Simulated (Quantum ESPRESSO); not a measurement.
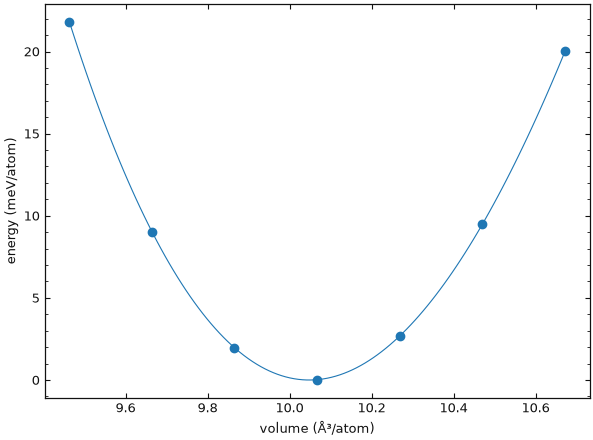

The plot gives the computed energy against volume for FeO, space group R-3m (No. 166).

The given structure:
```cif
data_structure
_symmetry_space_group_name_H-M 'P 1'
_symmetry_Int_Tables_number 1
_cell_length_a 3.0699
_cell_length_b 3.0699
_cell_length_c 3.0699
_cell_angle_alpha 59.307
_cell_angle_beta 59.307
_cell_angle_gamma 59.307
_cell_volume 20.13
loop_
_atom_site_label
_atom_site_type_symbol
_atom_site_fract_x
_atom_site_fract_y
_atom_site_fract_z
_atom_site_occupancy
Fe1 Fe 0.00000 0.00000 0.00000 1
O1 O 0.50000 0.50000 0.50000 1
```

Calculation (Quantum ESPRESSO 7.5): plane-wave DFT, collinear spins; energies at scaled volumes of the given cell, shape and fractions fixed, counted from the fit's minimum, third-order Birch-Murnaghan fit. Level: PBE, collinear spin.

- k mesh: 11×11×11
- occupations: Fermi–Dirac
- smearing width: 0.05 eV
- potentials: SSSP 1.3 efficiency PBE
- wave cutoff: 870.8 eV
- density cutoff: 10640 eV

From this curve and the settings, what does the calculation give for the pressure at the same points?

The pressure falls from 10.64 GPa at volume 9.46 Å³/atom to −11.43 GPa at 10.67 Å³/atom, and changes sign near 9.95 Å³/atom.

| volume (Å³/atom) | pressure (GPa) |
| --- | --- |
| 9.46 | 10.64 |
| 9.66 | 5.88 |
| 9.87 | 1.60 |
| 10.07 | −2.21 |
| 10.27 | −5.63 |
| 10.47 | −8.69 |
| 10.67 | −11.43 |

Limits of the calculation: shape and atomic fractions are frozen while scaling, which makes layered, chain and framework solids too stiff.
